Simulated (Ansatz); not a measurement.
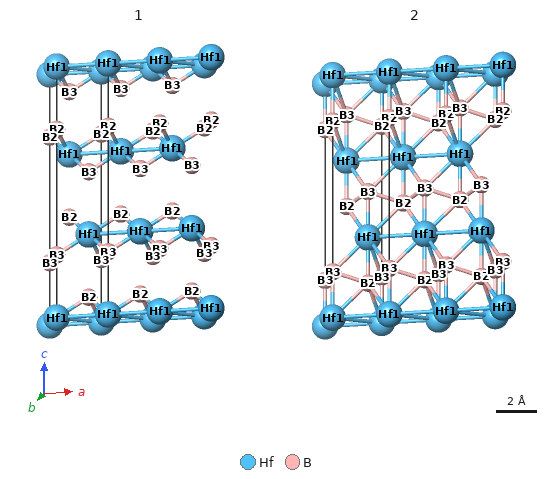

Two geometries of solid HfB2 (built on the cadmium chloride_166 type) (coarse preliminary run), drawn at one scale. One is the start of a relaxation, the other its converged end. The picture is a ball-and-stick view of the conventional cell (3 times the calculation's cell), repeated 3 × 1 × 1 with one cell outlined, seen from a free direction. Lengths and directions refer to the drawn axes.

Theory: DFT PBE, scalar-relativistic, plane waves, PAW (Ansatz 0.2.0). (plane-wave cutoff 420 eV; k-point mesh 9 × 9 × 9; occupations gaussian; smearing width 0.1 eV; no spin polarisation; cell and atoms relaxed; force threshold 0.04 eV/Å; at most 70 steps)

### Which of the two is the end point?

Structure 2 is the relaxed one. Case: cadmium chloride type (R-3m, No. 166). The largest moves relative to the cell, 0.76 Å, are those of B2 and B3. B3 goes along −c. Hf stays in place. Cell: a = b 2.845 → 3.132 Å (+10.1 %), c 12.888 → 12.443 Å (−3.4 %). Volume +17.0 %. Near-neighbour distances that change, for instance: Hf1–B2 3.222 → 2.352 Å, B2–B3 2.704 → 1.892 Å, Hf1–B2 (another image) 1.962 → 2.549 Å, Hf1–Hf1 2.845 → 3.132 Å. New bonds form: B2–B3 (2.70 → 1.89 Å), Hf1–B2 (3.22 → 2.35 Å), Hf1–B3 (3.22 → 2.35 Å). Bond angles that change, for instance: Hf1–B3–Hf1 92.9° → 75.8°. The space group stays R-3m (No. 166). Over 8 accepted moves (10 points after the start) the energy falls by 3263 meV per atom. Largest force component: 7.6 eV/Å at the start, 0.0026 eV/Å at the end. Pressure: 113.00 GPa at the start and −0.01 GPa at the end. At 2 points the geometry stayed and the basis and grid were re-selected for the new cell (energy shift of 4.6 meV per atom at most each time).
